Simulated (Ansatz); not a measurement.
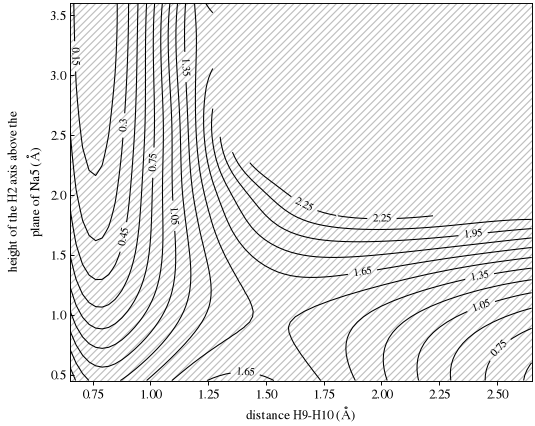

Energy landscape of H₂ on a Na(110) slab cut from the Im-3m phase, its upper half relaxed before the scan (8 atoms of substrate and one adsorbate in a 2 × 2 cell). 
- H2 lies flat over one site of a rigid substrate while its bond length and height are varied; it sits over a bridge site, heights counted from the top plane, its axis along the first surface vector.
- The first coordinate is: distance H9-H10; the second: height of the H2 axis above the plane of Na5.
- Grid: 8 × 9 points. At 15 points there is no value (left out: too close to the surface, or the stretched molecule far from it).
- Points are written as (first, second).
- All energies are given in eV relative to the lowest grid point.
- Theory: DFT PBE, scalar-relativistic, plane waves, PAW in Ansatz 0.2.0. Settings: cutoff 420 eV, k-mesh 4×4×1, gaussian smearing 0.1 eV, no spin polarisation.

Drawn: contour lines labelled in eV (none above 2.25), hatched blanks where no value was computed. Between grid points the surface is interpolated. 

> Summarise what can be read from the map.

The lowest grid point is at (0.750 Å, 3.60 Å). It lies at the edge of the scanned range, so the true minimum may lie outside. The highest grid point, (1.495 Å, 2.05 Å), lies 2.13 eV above the lowest. On the interpolated surface the lowest path from the intact molecule far from the surface, (0.750 Å, 3.60 Å), to the stretched end of the scan, (2.650 Å, 0.45 Å), has its top at about (1.52 Å, 0.95 Å), about 1.5 eV above the start and 0.94 eV above the end.

Each point was launched as `ansatz run input.yaml --threads 4 --pin off --max-ram 12288MiB --backend cpu --events-out ev --progress --plain --runs-dir out`. The whole map (57 points run) took 6.4 min on 4 threads of Arm Neoverse V2, on a shared host.
